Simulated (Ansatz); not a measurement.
# Nudged elastic band, with input and output: Nb32H (part 3 of 3)

Continued. System: Nb32H (defect cell, 33 atoms in the cell). Method: DFT PBE, scalar-relativistic, plane waves, PAW, no spin polarisation (Ansatz 0.2.0); cutoff 420 eV, 3×3×3 k-mesh, Gaussian smearing of 0.1 eV. The structure derives from a Materials Project entry. It belongs to a series of runs on one base structure; here: climbing-image band for the jump of H by 1.17 A.

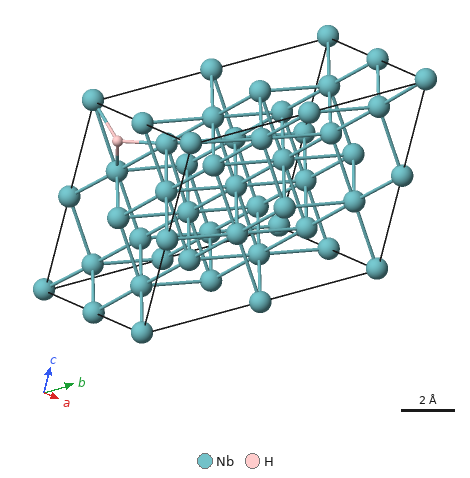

**Figure 1.** The starting structure (ball-and-stick view of the cell of the calculation, seen slightly off an axis).

**Output, continued**
```
--- NEB band (7 images, 4 band iterations, 132 SCF iterations) ---
  forward barrier  = 0.152797 eV
  backward barrier = 0.152797 eV
  lagrangian_above_aufbau_ev (what the smearing adds, to first order; not taken off the barriers): saddle image -0.078489 eV, end points -0.073770 and -0.073770 eV
  climbing image's point = of an order that was not read
  energies are F+E_penalty+E_count in eV, relative to image 0
  image     s (Å)  Δ vs image 0  max|band force component| (eV/Å)
      0    0.0000      0.000000                                 —
      1    0.2095      0.031936                          1.402e-2
      2    0.4190      0.109951                          2.644e-2
  *   3    0.6284      0.152797                          3.169e-2
      4    0.8378      0.109951                          2.644e-2
      5    1.0473      0.031936                          1.402e-2
      6    1.2568      0.000000                                 —
  climbing-image geometry (image 3):
  cell:  # Å, volume = 580.8870 Å³
    - [6.6224786354, 0.0, -6.6224786354]
    - [6.6224786354, -6.6224786354, 0.0]
    - [0.0, -6.6224786354, -6.6224786354]
  atoms:
    - { symbol: Nb, position: [0.8747401196345445, 0.8758819740303859, 0.8749673649779414] }
    - { symbol: Nb, position: [0.8747401212207462, 0.37441053669027324, 0.8749673691966671] }
    - { symbol: Nb, position: [0.3887429186947463, 0.8652382555126148, 0.8807805698744179] }
    - { symbol: Nb, position: [0.754508541963535, 0.7472736360584358, 0.7509441905774693] }
    - { symbol: Nb, position: [0.3734069136829639, 0.37627465494668133, 0.8740437724004264] }
    - { symbol: Nb, position: [0.7475356214399329, 0.25203737459585196, 0.7483896211768213] }
    - { symbol: Nb, position: [0.24905715699480901, 0.7515742875386574, 0.7509423196823404] }
    - { symbol: Nb, position: [0.6238839824779546, 0.6251147114830556, 0.6256155935126299] }
    - { symbol: Nb, position: [0.8734161453007727, 0.8744905889434379, 0.3776026824451151] }
    - { symbol: Nb, position: [0.24905716050171134, 0.24842623296905353, 0.7509423176969876] }
    - { symbol: Nb, position: [0.6238839809125069, 0.12538571685328614, 0.6256155898191921] }
    - { symbol: Nb, position: [0.1259557061747565, 0.6237258826589058, 0.6265925260738949] }
    - { symbol: Nb, position: [0.4978671989185183, 0.5000002530201473, 0.5021322832767878] }
    - { symbol: Nb, position: [0.8713049140920275, 0.3781486314812633, 0.3723978139738388] }
    - { symbol: Nb, position: [0.3743838546899605, 0.8746148619253256, 0.3761154430781306] }
    - { symbol: Nb, position: [0.7489770145314858, 0.7511689055914368, 0.2510224655041335] }
    - { symbol: Nb, position: [0.11921886389217437, 0.13476235783435103, 0.611256423262891] }
    - { symbol: Nb, position: [0.5007777392654025, 2.9004297519286126e-7, 0.49922169469817484] }
    - { symbol: Nb, position: [-0.0015175552563850836, 0.5017153030121417, 0.49748408068733196] }
    - { symbol: Nb, position: [0.37438385725953016, 0.3748858373233417, 0.3761154442625363] }
    - { symbol: Nb, position: [0.7489770141578556, 0.248831612584064, 0.2510224698736772] }
    - { symbol: Nb, position: [0.2516098058516466, 0.7479631847595359, 0.25246382381467203] }
    - { symbol: Nb, position: [0.6276016465265097, 0.6218519182973259, 0.12869450953180522] }
    - { symbol: Nb, position: [-0.0015175637390903718, 1.0023181775017134, 0.49748408013461354] }
    - { symbol: Nb, position: [0.24905519949986554, 0.25272697513735054, 0.24549085084912586] }
    - { symbol: Nb, position: [0.6223967799372598, 0.12550995713174423, 0.12658331436406894] }
    - { symbol: Nb, position: [0.12503206872605188, 0.6255899934950095, 0.12525935209567518] }
    - { symbol: Nb, position: [0.5025153101309321, 0.4982852570863332, 0.001516998649005341] }
    - { symbol: Nb, position: [0.12503206390348096, 0.12411858894270761, 0.12525935090785192] }
    - { symbol: Nb, position: [0.5025153079347386, -0.0023175606512696734, 0.0015169908329761839] }
    - { symbol: Nb, position: [0.00010214645802967301, 0.5000002655732089, -0.00010268384231562036] }
    - { symbol: Nb, position: [-0.00691902475332569, 2.5467989962171356e-7, 0.006918521234606353] }
    - { symbol: H, position: [0.19713742397435235, 3.0445075505092234e-7, 0.8028619777765098] }
```

**The last band as extended XYZ (Å, eV, eV/Å)**
```
33
Lattice="6.6225 0.0000 -6.6225 6.6225 -6.6225 0.0000 0.0000 -6.6225 -6.6225" Properties=species:S:1:pos:R:3:forces:R:3 image=0 energy=-145689.63120
Nb   11.5823  -11.5956  -11.5896   -0.0025  -0.0004  -0.0001
Nb    8.2780   -8.2859  -11.5828    0.0011  -0.0007   0.0004
Nb    8.2783  -11.5516   -8.3378   -0.0007   0.0040  -0.0012
Nb    9.9337   -9.9265   -9.9487   -0.0001   0.0020  -0.0026
Nb    4.9821   -8.2854   -8.2783    0.0030  -0.0012   0.0007
Nb    6.6226   -6.6159   -9.9266    0.0011   0.0002   0.0024
Nb    6.6164   -9.9257   -6.6225   -0.0010   0.0004   0.0000
Nb    8.2784   -8.2711   -8.2790   -0.0012   0.0007  -0.0016
Nb   11.5744   -8.2854   -8.2780   -0.0036  -0.0010  -0.0003
Nb    3.3717   -6.6607   -6.6225    0.0005  -0.0028   0.0000
Nb    4.9741   -4.9735   -8.2780    0.0033   0.0005   0.0006
Nb    4.9821   -8.2854   -4.9667    0.0030  -0.0012  -0.0006
Nb    6.6338   -6.6230   -6.6225   -0.0025  -0.0031   0.0000
Nb    8.2782   -4.9660   -8.2674   -0.0001   0.0024  -0.0005
Nb    8.2784   -8.2711   -4.9659   -0.0012   0.0007   0.0016
Nb    9.9230   -6.6228   -6.6225    0.0014  -0.0034   0.0000
Nb    1.6558   -4.9291   -4.9071   -0.0007   0.0040   0.0012
Nb    3.3179   -3.3035   -6.6225    0.0005   0.0013   0.0000
Nb    3.3110   -6.6160   -3.3040    0.0003  -0.0003   0.0020
Nb    4.9741   -4.9735   -4.9670    0.0033   0.0005  -0.0006
Nb    6.6217   -3.3181   -6.6225   -0.0021  -0.0016   0.0000
Nb    6.6226   -6.6159   -3.3184    0.0011   0.0002  -0.0023
Nb    8.2782   -4.9660   -4.9776   -0.0001   0.0024   0.0004
Nb    6.6223   -9.9263   -3.2962    0.0019   0.0009   0.0024
Nb    3.3113   -3.3040   -3.2962   -0.0001   0.0020   0.0026
Nb    4.9520   -1.6629   -4.9670   -0.0036  -0.0010   0.0004
Nb    4.9598   -4.9731   -1.6554   -0.0025  -0.0004   0.0001
Nb    6.6223   -3.3038   -3.3263    0.0019   0.0009  -0.0024
Nb    1.6555   -1.6635   -1.6621    0.0011  -0.0007  -0.0004
Nb    3.3110    0.0065   -3.3185    0.0004  -0.0003  -0.0019
Nb    3.3124   -3.3179    0.0000    0.0003  -0.0015   0.0000
Nb   -0.0598   -0.0375    0.0000   -0.0006  -0.0048   0.0000
H     1.6563   -5.7955   -6.6225   -0.0017   0.0011   0.0000
33
Lattice="6.6225 0.0000 -6.6225 6.6225 -6.6225 0.0000 0.0000 -6.6225 -6.6225" Properties=species:S:1:pos:R:3:forces:R:3 image=1 energy=-145689.59926
Nb   11.5908  -11.5974  -11.5893   -0.0062   0.0004   0.0000
Nb    8.2756   -8.2804  -11.5844   -0.0083   0.0041   0.0040
Nb    8.2801  -11.5450   -8.3764   -0.0294   0.0160   0.0216
Nb    9.9409   -9.9249   -9.9624   -0.0094   0.0047   0.0101
Nb    4.9703   -8.2817   -8.2680    0.0047   0.0022  -0.0196
Nb    6.6208   -6.6221   -9.9137   -0.0085   0.0063  -0.0050
Nb    6.6162   -9.9300   -6.6225   -0.0141   0.0274   0.0000
Nb    8.2767   -8.2773   -8.2772   -0.0032   0.0118  -0.0045
Nb   11.5779   -8.2909   -8.2816    0.0009   0.0110   0.0038
Nb    3.3172   -6.6329   -6.6225    0.0207  -0.0076   0.0000
Nb    4.9647   -4.9767   -8.2752   -0.0015   0.0051  -0.0048
Nb    4.9703   -8.2817   -4.9769    0.0047   0.0022   0.0196
Nb    6.6177   -6.6320   -6.6225   -0.0066   0.0040   0.0000
Nb    8.2793   -4.9732   -8.2484   -0.0076   0.0060  -0.0141
Nb    8.2767   -8.2773   -4.9678   -0.0032   0.0118   0.0045
Nb    9.9354   -6.6351   -6.6225   -0.0050   0.0105   0.0000
Nb    1.6576   -4.9225   -4.8685   -0.0294   0.0160  -0.0216
Nb    3.3155   -3.3036   -6.6225   -0.0006   0.0135   0.0000
Nb    3.3116   -6.6173   -3.2939   -0.0033   0.0010  -0.0066
Nb    4.9647   -4.9767   -4.9697   -0.0015   0.0051   0.0048
Nb    6.6163   -3.3186   -6.6225   -0.0011   0.0021   0.0000
Nb    6.6208   -6.6221   -3.3312   -0.0085   0.0063   0.0050
Nb    8.2793   -4.9732   -4.9965   -0.0076   0.0060   0.0141
Nb    6.6244   -9.9293   -3.2867   -0.0149   0.0111  -0.0027
Nb    3.3184   -3.3024   -3.2825   -0.0094   0.0047  -0.0101
Nb    4.9555   -1.6684   -4.9634    0.0009   0.0110  -0.0038
Nb    4.9683   -4.9749   -1.6556   -0.0062   0.0004   0.0000
Nb    6.6244   -3.3068   -3.3358   -0.0149   0.0111   0.0027
Nb    1.6531   -1.6579   -1.6606   -0.0083   0.0041  -0.0040
Nb    3.3116    0.0052   -3.3286   -0.0033   0.0010   0.0065
Nb    3.3130   -3.3157    0.0000    0.0000   0.0067   0.0000
Nb   -0.0502   -0.0367    0.0000   -0.0172   0.0087   0.0000
H     1.5782   -5.6279   -6.6225    0.1974  -0.2245   0.0000
33
Lattice="6.6225 0.0000 -6.6225 6.6225 -6.6225 0.0000 0.0000 -6.6225 -6.6225" Properties=species:S:1:pos:R:3:forces:R:3 image=2 energy=-145689.52125
Nb   11.5938  -11.5966  -11.5885    0.0012  -0.0024  -0.0003
Nb    8.2741   -8.2766  -11.5859   -0.0111   0.0088   0.0051
Nb    8.2910  -11.5511   -8.3997   -0.0394   0.0284  -0.0130
Nb    9.9451   -9.9233   -9.9682    0.0000   0.0104   0.0053
Nb    4.9659   -8.2805   -8.2627    0.0012   0.0093  -0.0143
Nb    6.6203   -6.6252   -9.9083   -0.0141  -0.0018   0.0006
Nb    6.6210   -9.9400   -6.6225   -0.0164   0.0309   0.0000
Nb    8.2745   -8.2812   -8.2757   -0.0041   0.0117  -0.0049
Nb   11.5773   -8.2928   -8.2840    0.0042   0.0111   0.0023
Nb    3.2929   -6.6181   -6.6225   -0.0126   0.0126   0.0000
Nb    4.9622   -4.9762   -8.2745   -0.0029   0.0007  -0.0042
Nb    4.9659   -8.2805   -4.9823    0.0012   0.0093   0.0143
Nb    6.6109   -6.6358   -6.6225   -0.0165  -0.0034   0.0000
Nb    8.2777   -4.9733   -8.2393   -0.0074  -0.0006  -0.0062
Nb    8.2745   -8.2812   -4.9692   -0.0041   0.0117   0.0049
Nb    9.9374   -6.6382   -6.6225    0.0046   0.0014   0.0000
Nb    1.6685   -4.9287   -4.8452   -0.0394   0.0284   0.0130
Nb    3.3158   -3.3051   -6.6225    0.0007   0.0187   0.0000
Nb    3.3123   -6.6175   -3.2879    0.0002  -0.0038  -0.0026
Nb    4.9622   -4.9762   -4.9705   -0.0029   0.0007   0.0042
Nb    6.6117   -3.3148   -6.6225   -0.0047   0.0044   0.0000
Nb    6.6203   -6.6252   -3.3366   -0.0141  -0.0018  -0.0006
Nb    8.2777   -4.9733   -5.0056   -0.0074  -0.0006   0.0062
Nb    6.6271   -9.9317   -3.2839   -0.0193   0.0143   0.0024
Nb    3.3227   -3.3008   -3.2768    0.0000   0.0105  -0.0053
Nb    4.9549   -1.6703   -4.9609    0.0042   0.0111  -0.0023
Nb    4.9713   -4.9742   -1.6564    0.0012  -0.0024   0.0003
Nb    6.6271   -3.3092   -3.3386   -0.0193   0.0143  -0.0024
Nb    1.6517   -1.6541   -1.6590   -0.0111   0.0088  -0.0051
Nb    3.3123    0.0050   -3.3346    0.0002  -0.0038   0.0026
Nb    3.3129   -3.3126    0.0000    0.0042   0.0122   0.0000
Nb   -0.0485   -0.0413    0.0000   -0.0272   0.0051   0.0000
H     1.4502   -5.4683   -6.6225    0.2511  -0.2538   0.0000
33
Lattice="6.6225 0.0000 -6.6225 6.6225 -6.6225 0.0000 0.0000 -6.6225 -6.6225" Properties=species:S:1:pos:R:3:forces:R:3 image=4 energy=-145689.52125
Nb   11.5909  -11.5933  -11.5859    0.0088  -0.0111   0.0051
Nb    8.2708   -8.2736  -11.5885   -0.0024   0.0012  -0.0003
Nb    8.3163  -11.5764   -8.3997    0.0284  -0.0394  -0.0130
Nb    9.9441   -9.9223   -9.9682    0.0104   0.0000   0.0053
Nb    4.9645   -8.2790   -8.2627    0.0093   0.0012  -0.0143
Nb    6.6198   -6.6247   -9.9083   -0.0018  -0.0141   0.0006
Nb    6.6269   -9.9521   -6.6225    0.0126  -0.0126   0.0000
Nb    8.2688   -8.2827   -8.2745    0.0007  -0.0029  -0.0042
Nb   11.5746   -8.2901   -8.2840    0.0111   0.0042   0.0023
Nb    3.3050   -6.6240   -6.6225    0.0309  -0.0164   0.0000
Nb    4.9637   -4.9704   -8.2757    0.0117  -0.0041  -0.0049
Nb    4.9645   -8.2790   -4.9823    0.0093   0.0012   0.0143
Nb    6.6091   -6.6341   -6.6225   -0.0034  -0.0165   0.0000
Nb    8.2717   -4.9673   -8.2393   -0.0006  -0.0074  -0.0062
Nb    8.2688   -8.2827   -4.9705    0.0007  -0.0029   0.0042
Nb    9.9301   -6.6333   -6.6225    0.0044  -0.0047   0.0000
Nb    1.6938   -4.9539   -4.8452    0.0284  -0.0394   0.0130
Nb    3.3173   -3.3067   -6.6225    0.0187   0.0007   0.0000
Nb    3.3133   -6.6179   -3.2839    0.0143  -0.0193   0.0024
Nb    4.9637   -4.9704   -4.9692    0.0117  -0.0041   0.0049
Nb    6.6067   -3.3076   -6.6225    0.0014   0.0046   0.0000
Nb    6.6198   -6.6247   -3.3366   -0.0018  -0.0141  -0.0006
Nb    8.2717   -4.9673   -5.0056   -0.0006  -0.0074   0.0062
Nb    6.6275   -9.9326   -3.2879   -0.0038   0.0002  -0.0026
Nb    3.3216   -3.2998   -3.2768    0.0104   0.0000  -0.0053
Nb    4.9521   -1.6676   -4.9609    0.0111   0.0042  -0.0023
Nb    4.9684   -4.9708   -1.6590    0.0088  -0.0111  -0.0051
Nb    6.6275   -3.3101   -3.3346   -0.0038   0.0002   0.0026
Nb    1.6483   -1.6512   -1.6564   -0.0024   0.0012   0.0003
Nb    3.3133    0.0046   -3.3386    0.0143  -0.0193  -0.0024
Nb    3.3099   -3.3096    0.0000    0.0122   0.0042   0.0000
Nb   -0.0413   -0.0485    0.0000    0.0051  -0.0272   0.0000
H     1.1541   -5.1723   -6.6225   -0.2538   0.2511   0.0000
33
Lattice="6.6225 0.0000 -6.6225 6.6225 -6.6225 0.0000 0.0000 -6.6225 -6.6225" Properties=species:S:1:pos:R:3:forces:R:3 image=5 energy=-145689.59926
Nb   11.5870  -11.5919  -11.5844    0.0041  -0.0083   0.0040
Nb    8.2700   -8.2767  -11.5893    0.0004  -0.0062   0.0000
Nb    8.3225  -11.5874   -8.3764    0.0160  -0.0294   0.0216
Nb    9.9425   -9.9265   -9.9624    0.0047  -0.0094   0.0101
Nb    4.9632   -8.2747   -8.2680    0.0022   0.0047  -0.0196
Nb    6.6228   -6.6241   -9.9137    0.0063  -0.0085  -0.0050
Nb    6.6121   -9.9278   -6.6225   -0.0076   0.0207   0.0000
Nb    8.2683   -8.2802   -8.2752    0.0051  -0.0015  -0.0048
Nb   11.5766   -8.2895   -8.2816    0.0110   0.0009   0.0038
Nb    3.3149   -6.6288   -6.6225    0.0274  -0.0141   0.0000
Nb    4.9677   -4.9682   -8.2772    0.0118  -0.0032  -0.0045
Nb    4.9632   -8.2747   -4.9769    0.0022   0.0047   0.0196
Nb    6.6129   -6.6272   -6.6225    0.0040  -0.0066   0.0000
Nb    8.2718   -4.9657   -8.2484    0.0060  -0.0076  -0.0141
Nb    8.2683   -8.2802   -4.9697    0.0051  -0.0015   0.0048
Nb    9.9263   -6.6287   -6.6225    0.0021  -0.0011   0.0000
Nb    1.7000   -4.9649   -4.8685    0.0160  -0.0294  -0.0216
Nb    3.3188   -3.3070   -6.6225    0.0135  -0.0006   0.0000
Nb    3.3157   -6.6205   -3.2867    0.0111  -0.0149  -0.0027
Nb    4.9677   -4.9682   -4.9678    0.0118  -0.0032   0.0045
Nb    6.6099   -3.3096   -6.6225    0.0105  -0.0050   0.0000
Nb    6.6228   -6.6241   -3.3312    0.0063  -0.0085   0.0050
Nb    8.2718   -4.9657   -4.9965    0.0060  -0.0076   0.0141
Nb    6.6276   -9.9333   -3.2939    0.0010  -0.0033  -0.0066
Nb    3.3201   -3.3041   -3.2825    0.0047  -0.0094  -0.0101
Nb    4.9541   -1.6670   -4.9634    0.0110   0.0009  -0.0038
Nb    4.9645   -4.9694   -1.6606    0.0041  -0.0083  -0.0040
Nb    6.6276   -3.3108   -3.3286    0.0010  -0.0033   0.0066
Nb    1.6475   -1.6542   -1.6556    0.0004  -0.0062   0.0000
Nb    3.3157    0.0020   -3.3358    0.0111  -0.0149   0.0027
Nb    3.3068   -3.3095    0.0000    0.0067   0.0000   0.0000
Nb   -0.0367   -0.0502    0.0000    0.0087  -0.0172   0.0000
H     0.9945   -5.0443   -6.6225   -0.2245   0.1974   0.0000
33
Lattice="6.6225 0.0000 -6.6225 6.6225 -6.6225 0.0000 0.0000 -6.6225 -6.6225" Properties=species:S:1:pos:R:3:forces:R:3 image=6 energy=-145689.63120
Nb   11.5815  -11.5894  -11.5828   -0.0007   0.0011   0.0004
Nb    8.2718   -8.2852  -11.5896   -0.0004  -0.0025  -0.0001
Nb    8.3158  -11.5892   -8.3378    0.0040  -0.0007  -0.0012
Nb    9.9410   -9.9337   -9.9487    0.0020  -0.0001  -0.0026
Nb    4.9595   -8.2628   -8.2783   -0.0012   0.0030   0.0007
Nb    6.6290   -6.6223   -9.9266    0.0002   0.0011   0.0024
Nb    6.5843   -9.8733   -6.6225   -0.0028   0.0005   0.0000
Nb    8.2715   -8.2709   -8.2780    0.0005   0.0033   0.0006
Nb   11.5820   -8.2930   -8.2780   -0.0010  -0.0036  -0.0003
Nb    3.3193   -6.6285   -6.6225    0.0004  -0.0010   0.0000
Nb    4.9738   -4.9665   -8.2790    0.0007  -0.0012  -0.0016
Nb    4.9595   -8.2628   -4.9667   -0.0012   0.0030  -0.0006
Nb    6.6219   -6.6112   -6.6225   -0.0031  -0.0025   0.0000
Nb    8.2790   -4.9668   -8.2674    0.0024  -0.0001  -0.0005
Nb    8.2715   -8.2709   -4.9670    0.0005   0.0033  -0.0006
Nb    9.9269   -6.6232   -6.6225   -0.0016  -0.0021   0.0000
Nb    1.6933   -4.9667   -4.9071    0.0040  -0.0007   0.0012
Nb    3.3189   -3.3045   -6.6225    0.0013   0.0005   0.0000
Nb    3.3186   -6.6227   -3.2962    0.0009   0.0019   0.0024
Nb    4.9738   -4.9665   -4.9659    0.0007  -0.0012   0.0016
Nb    6.6221   -3.3219   -6.6225   -0.0034   0.0014   0.0000
Nb    6.6290   -6.6223   -3.3184    0.0002   0.0011  -0.0023
Nb    8.2790   -4.9668   -4.9776    0.0024  -0.0001   0.0004
Nb    6.6290   -9.9339   -3.3040   -0.0003   0.0003   0.0020
Nb    3.3185   -3.3112   -3.2962    0.0020  -0.0001   0.0026
Nb    4.9596   -1.6705   -4.9670   -0.0010  -0.0036   0.0004
Nb    4.9590   -4.9670   -1.6621   -0.0007   0.0011  -0.0004
Nb    6.6290   -3.3115   -3.3185   -0.0003   0.0004  -0.0019
Nb    1.6493   -1.6627   -1.6554   -0.0004  -0.0025   0.0001
Nb    3.3186   -0.0002   -3.3263    0.0009   0.0019  -0.0024
Nb    3.3046   -3.3100    0.0000   -0.0015   0.0003   0.0000
Nb   -0.0375   -0.0598    0.0000   -0.0048  -0.0006   0.0000
H     0.8270   -4.9661   -6.6225    0.0011  -0.0017   0.0000
```

**Results in brief**

```tsv
quantity	value
outcome	converged
barrier, forward	0.153 eV
barrier, backward	0.153 eV
electrons treated	417
wall time	15 min (CPU time 79 min)
peak memory	12 GiB
```

The order of the saddle point was not checked.
